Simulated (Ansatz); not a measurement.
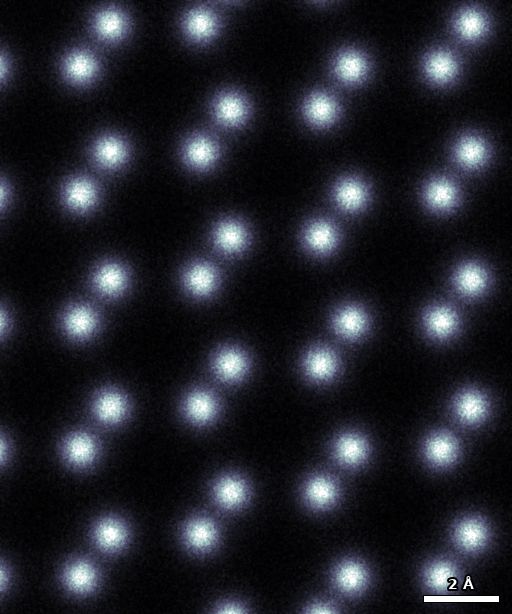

iDPC-like image of Pt (Fd-3m, No. 227). Simulated as the projected potential of neutral atoms (B = 0.5 Å²) blurred by a 0.53 Å probe, the thin-sample limit of integrated differential phase contrast. Shot noise was added. Model: the end point of a relaxation with Ansatz 0.2.0, DFT, PBEsol, plane waves (420 eV) with PAW, scalar-relativistic; the starting structure was generated, so it need not be a known form of this composition.

```
CELL_PARAMETERS angstrom
5.69303 0.00000 0.00000
0.00000 5.69303 0.00000
0.00000 0.00000 5.69303
ATOMIC_POSITIONS crystal
Pt 0.75000 0.75000 0.75000
Pt 0.00000 0.50000 0.00000
Pt 0.75000 0.25000 0.25000
Pt 0.00000 0.00000 0.50000
Pt 0.25000 0.75000 0.25000
Pt 0.50000 0.50000 0.50000
Pt 0.25000 0.25000 0.75000
Pt 0.50000 0.00000 0.00000
```

Which beam direction gives this image, [111], [110], [210] or [211]? (Directions equivalent by symmetry count as one.)

[110]. The projected cells are 2.32 × 2.32 Å, 120° for [111]; 3.49 × 3.49 Å, 109° for [110]; 1.27 × 1.56 Å, 114° for [210]; 2.01 × 3.29 Å, 90° for [211], and the image repeats as the [110] one does.
